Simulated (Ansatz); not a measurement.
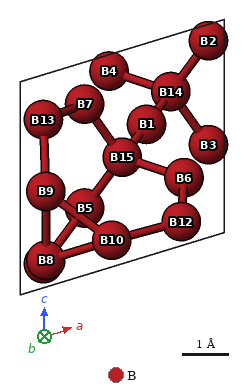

Crystalline B (built on the database_166 type) (coarse preliminary run), before the relaxation. Style: ball-and-stick. Shown: the cell of the calculation (origin shifted), along the b axis.

Case: structure reported for this formula (R-3m, No. 166).

Level of theory: DFT r2SCAN, scalar-relativistic, plane waves, PAW (Ansatz).

Input
```yaml
crystal:
  lattice:
    - [2.7970008425, 1.6148491893, 4.0252]
    - [-2.7970008425, 1.6148491893, 4.0252]
    - [0.0, -3.2296983787, 4.0252]
  atoms:
    - { symbol: B, position: [0.5, 0.5, 0.5] }
    - { symbol: B, position: [0.8039, 0.3161, 0.8039] }
    - { symbol: B, position: [0.8039, 0.8039, 0.3161] }
    - { symbol: B, position: [0.3161, 0.8039, 0.8039] }
    - { symbol: B, position: [0.1961, 0.6839, 0.1961] }
    - { symbol: B, position: [0.6839, 0.1961, 0.1961] }
    - { symbol: B, position: [0.1961, 0.1961, 0.6839] }
    - { symbol: B, position: [0.006, 0.3295, 0.006] }
    - { symbol: B, position: [0.006, 0.006, 0.3295] }
    - { symbol: B, position: [0.3295, 0.006, 0.006] }
    - { symbol: B, position: [0.994, 0.6705, 0.994] }
    - { symbol: B, position: [0.6705, 0.994, 0.994] }
    - { symbol: B, position: [0.994, 0.994, 0.6705] }
    - { symbol: B, position: [0.6192, 0.6192, 0.6192] }
    - { symbol: B, position: [0.3808, 0.3808, 0.3808] }
basis:
  ecutwfc: 500
kpoints:
  mp_grid: { grid: [6, 6, 6] }
hamiltonian:
  xc: r2scan
scf:
  occupations: { method: gaussian, width: 0.1 }
  lower_state_search: "off"
output:
  forces: true
  stress: true
  eigenvalues: true
relax:
  adjacent_minimum: "off"
  f_tol: 0.04
  max_steps: 70
  cell: { stress_tol: 0.4 }
```

What does the optimiser find from here?

Over 5 accepted moves (6 points after the start) the energy falls by 112 meV per atom. The largest force component goes from 5.1 to 0.01 eV/Å. The pressure goes from 21.15 to 0.05 GPa. The SCF was repeated once at an unchanged geometry on a basis and grid sized afresh for the cell, which shifted the energy by 0.1 meV per atom at most. The largest moves relative to the cell, 0.18 Å, are those of B14 and B15. B14 goes along [1 1 1]. The volume changes by +6.8 %, with a = b = c 5.161 → 5.218 Å (+1.1 %), α 65.6° → 67.5°, β 65.6° → 67.5°, γ 65.6° → 67.5°. Some distances before and after: B1–B14 1.439 → 1.613 Å, B2–B14 1.598 → 1.693 Å, B11–B12 1.810 → 1.892 Å, B2–B6 1.764 → 1.789 Å. Bond angles that change, for instance: B13–B7–B15 119.5° → 109.9°, B1–B15–B5 99.6° → 91.7°, B8–B7–B15 121.4° → 127.2°. The space group stays R-3m (No. 166).

History of the run:

```json
{"step": "0", "E − E(0), meV/atom": "0.00", "largest force component, eV/Å": "5.0795", "pressure, GPa": "21.15", "volume, Å³/atom": "7.272", "note": ""}
{"step": "1", "E − E(0), meV/atom": "-85.30", "largest force component, eV/Å": "2.5279", "pressure, GPa": "7.91", "volume, Å³/atom": "7.573", "note": ""}
{"step": "2", "E − E(0), meV/atom": "-110.07", "largest force component, eV/Å": "0.4039", "pressure, GPa": "0.32", "volume, Å³/atom": "7.773", "note": ""}
{"step": "3", "E − E(0), meV/atom": "-111.79", "largest force component, eV/Å": "0.1005", "pressure, GPa": "0.14", "volume, Å³/atom": "7.763", "note": ""}
{"step": "4", "E − E(0), meV/atom": "-111.91", "largest force component, eV/Å": "0.0585", "pressure, GPa": "-0.08", "volume, Å³/atom": "7.772", "note": ""}
{"step": "5", "E − E(0), meV/atom": "-112.02", "largest force component, eV/Å": "0.0093", "pressure, GPa": "0.03", "volume, Å³/atom": "7.769", "note": ""}
{"step": "6", "E − E(0), meV/atom": "-112.11", "largest force component, eV/Å": "0.0101", "pressure, GPa": "0.05", "volume, Å³/atom": "7.769", "note": "same geometry, new basis"}
```

The end point in the same view:

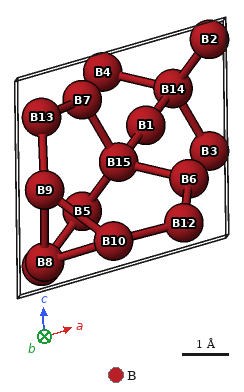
